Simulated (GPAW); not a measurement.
# ZnS (P6_3mc): refractive index against wavelength

The refractive index of ZnS (P6_3mc) along x below the direct gap (1.99 eV on the mesh) is read from one computed spectrum, n = √(Re ε). x, y and z are the Cartesian axes of the input cell.

Cell: a, b, c = 3.811, 3.811, 6.234 Å (primitive vectors), 4 atoms.

Method: GPAW 26.7.0, LDA, RPA, k-mesh 9×9×5, local fields up to 50 eV, Lorentzian half width 0.15 eV.

Launch of the response step: `OMP_NUM_THREADS=1 python df.py`. The run took 5.7 min, its band step included, on 1 thread of Intel(R) Xeon(R) Processor @ 2.50GHz (Skylake/Cascade Lake), on a shared host.

| wavelength (nm) | photon energy E (eV) | n |
| --- | --- | --- |
| 3000 | 0.413 | 2.4408 |
| 2000 | 0.620 | 2.4496 |
| 1550 | 0.800 | 2.4606 |
| 1310 | 0.946 | 2.4720 |
| 1064 | 1.165 | ? |

In the single-oscillator model n² − 1 = E₀E_d/(E₀² − E²), so 1/(n² − 1) = E₀/E_d − E²/(E₀E_d) is linear in E².

Working, on the rows shown:

| x = E² (eV²) | y = 1/(n² − 1) |
| --- | --- |
| 0.170801 | 0.201714 |
| 0.384302 | 0.199978 |
| 0.639837 | 0.197841 |
| 0.895757 | 0.195665 |

Means: x̄ = 0.52267, ȳ = 0.1988. Σ(x − x̄)(y − ȳ) = -0.002471, Σ(x − x̄)² = 0.2959. Slope = -0.002471 / 0.2959 = -0.00835; intercept = ȳ − slope · x̄ = 0.20316. Turned back into n, the line misses the rows shown by at most 0.00012.

What does the fit predict for the withheld row, and how well does it do?

At x = 1.3578 the line gives y = 0.19183, that is 2.4926. The run gave 2.4942, so the extrapolation is off by 0.0016, 3 % of the range in the table.

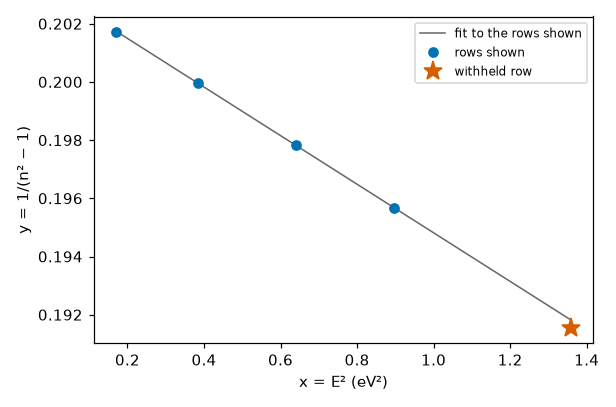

Refitted with all rows, the slope is -0.008579 and the intercept 0.20326. These give E₀ = √(intercept/−slope) = 4.87 eV and E_d = E₀/intercept = 23.9 eV; E₀ is 2.4 times the direct gap. The electronic limit at long wavelengths, without lattice vibrations, is n = √(1 + 1/intercept) = 2.433. The cell comes from an older database entry, whose edges can be off by a per cent or so. Excitons are left out; LDA gaps are as a rule too small. The values come from a sum over the points of one k-mesh and carry its error, which grows as the direct gap shrinks.
